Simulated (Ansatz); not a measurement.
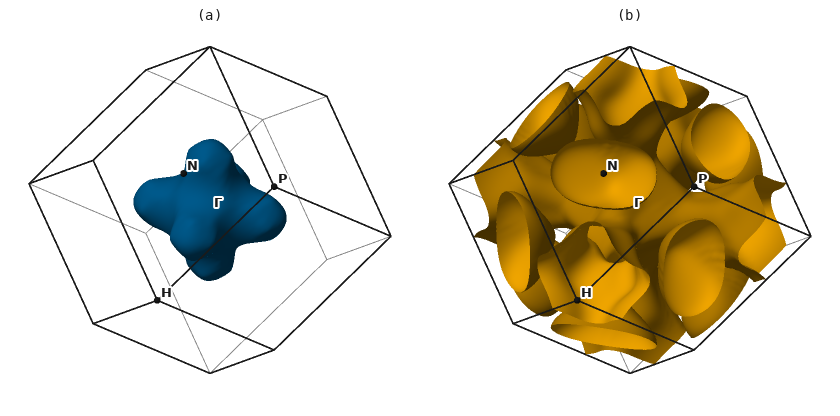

A computed Fermi surface in the first Brillouin zone. Each panel holds one band. The brighter face of a sheet looks towards empty states.

Q: Which lattice has this zone with these labels?

A: Body-centred cubic.

Q: What do the sheets look like?

A: Panel (a): one hole pocket centred at Γ (5.6 % of the zone).
Panel (b): six hole pockets centred at N (each 2.4 % of the zone) and an open network that joins neighbouring zones in all directions.
A pocket cut by a face of the zone is counted once with the part on the opposite face.

The surface was computed for Ta in space group Im-3m; other compounds with the same structure and electron count can look alike.

These are results of Ansatz, DFT PBE, scalar-relativistic, plane waves, PAW; levels and slopes on a dense k mesh at the converged density, not measurements. No spin polarisation. k mesh for the levels: 34×34×34. Unrelaxed database geometry (residual pressure 3 GPa).

Spin-orbit coupling is left out; with Ta it can split, shift or remove sheets. Necks and pockets thinner than about two mesh steps aren't resolved, so separate pockets may in truth be joined.
